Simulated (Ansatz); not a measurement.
The material is a (111) slab cut from Li$_{2}$O (Fm-3m), ended by Li planes, 36 atoms in the cell, the slab at its places in the relaxed adsorbed structure; a = 6.40 Å, b = 6.40 Å, c = 26.97 Å, α = 90.00°, β = 90.00°, γ = 120.00°.

Ansatz 0.2.0; DFT PBE+D3(BJ), scalar-relativistic, plane waves, PAW, no spin polarisation, 3×3×1 k mesh.

What does the potential across the slab give for the band edges against vacuum?

From the vacuum level at the right face the ionisation potential is 3.93 eV and the electron affinity 1.26 eV; at the left face they are 3.60 and 0.94 eV. The slab's gap, their difference before rounding, is 2.67 eV. The vacuum levels differ by 0.33 eV, so the slab carries a dipole along its normal. The outermost atoms are 6.5 Å apart, which leaves 20.4 Å of vacuum in a cell 27.0 Å high.

The atoms aren't at rest in this cell (largest force 0.3 eV/Å), so the relaxed material can differ.

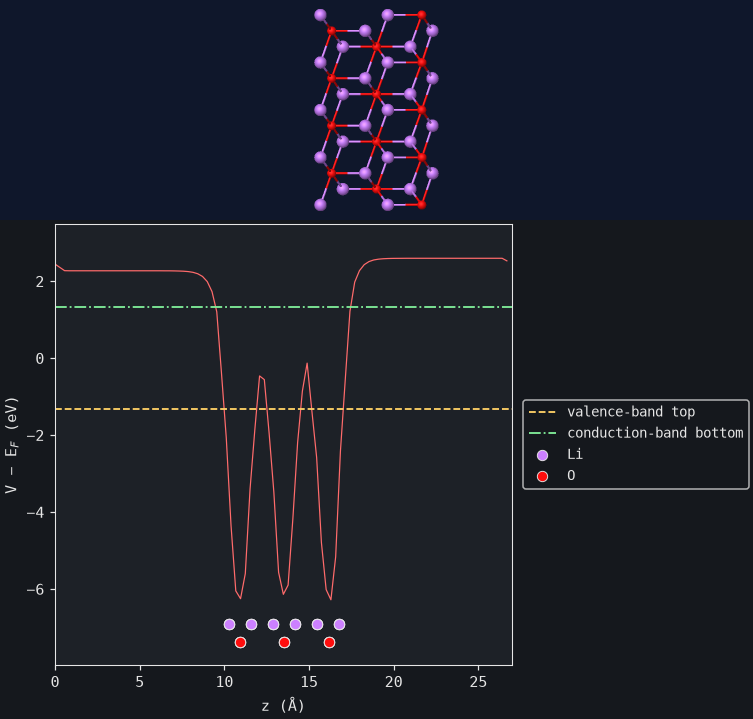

Plane-averaged electrostatic potential energy of an electron across the slab; circles at the bottom mark the heights of the atoms. The structure is drawn too.
